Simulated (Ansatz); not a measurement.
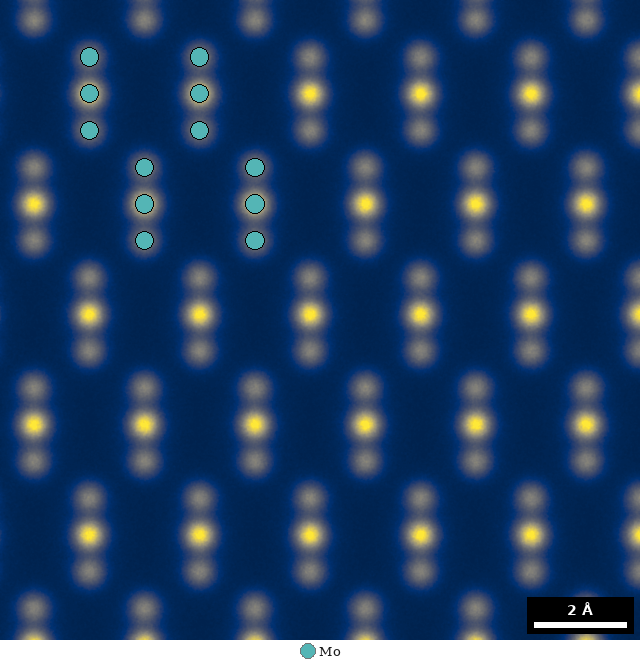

HAADF-like image of Mo (P6_3/mmc, No. 194) along [201]. Simulated incoherent Z contrast: every atom adds Z^1.7 spread by a probe of 0.50 Å full width; channelling and multiple scattering are left out. The probe carries 25 % of its weight in a tail 2.5 times as wide. Shot noise was added. Structure used: the input geometry of a calculation; the starting structure was generated, so it need not be a known form of this composition.

Coloured dots in one corner mark the columns of the model.

Interpret the image.

Answer. The columns repeat on a centred rectangular net of 2.42 × 4.82 Å (plane group c2mm). The brightest columns hold 2 Mo per repeat; in falling brightness follow 1 Mo (about 50 %). Brightness is counted from the darkest point of the image. The closest visible columns (Mo and Mo) are 0.80 Å apart in projection. Along the beam the structure repeats every 11.20 Å.

| column | atoms along the beam per repeat | peak brightness |
| --- | --- | --- |
| Mo | 2 Mo | 100 % |
| Mo | 1 Mo | 50 % |
